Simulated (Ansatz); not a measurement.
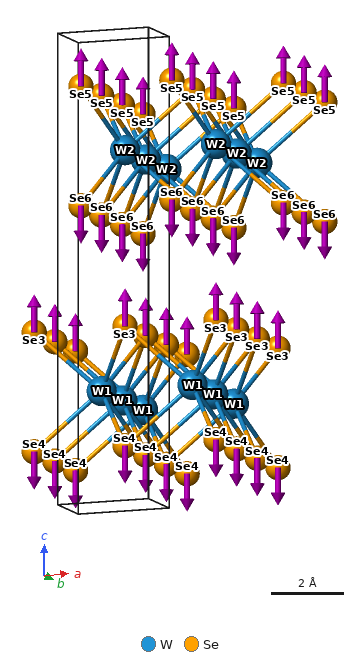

A crystal of WSe$_{2}$ (built on the 2H (MoS2) bulk type). The purple arrows show how the atoms are displaced (without the part that the change of the cell carries along), magnified 20 times. Besides, all lengths are scaled by −2.0 % (volume −5.9 %). The picture is a ball-and-stick view of the cell of the calculation, repeated 2 × 3 × 1 with one cell outlined, seen from a free direction.

Theory: Ansatz 0.2.0, DFT, r2SCAN, plane waves, PAW. (plane-wave cutoff 500 eV; k-point mesh 12 × 12 × 2; occupations fixed; no spin polarisation)

Describe the displacements and the computed response.

Answer. The Se atoms are displaced by 0.05 Å relative to the cell: Se4 0.05 Å along −c. No relaxation follows. Near-neighbour distances before and after: Se–W 2.530 → 2.515 Å. The space group stays P6_3/mmc (No. 194). The energy rises by 27.9 meV per atom. Pressure: 1.3 GPa before, 5.9 GPa after. The principal stresses (compression positive) are 3.3 GPa along c and 7.3 GPa across it. The largest forces, 0.041 eV/Å, act on Se3, Se4, Se5 and Se6.
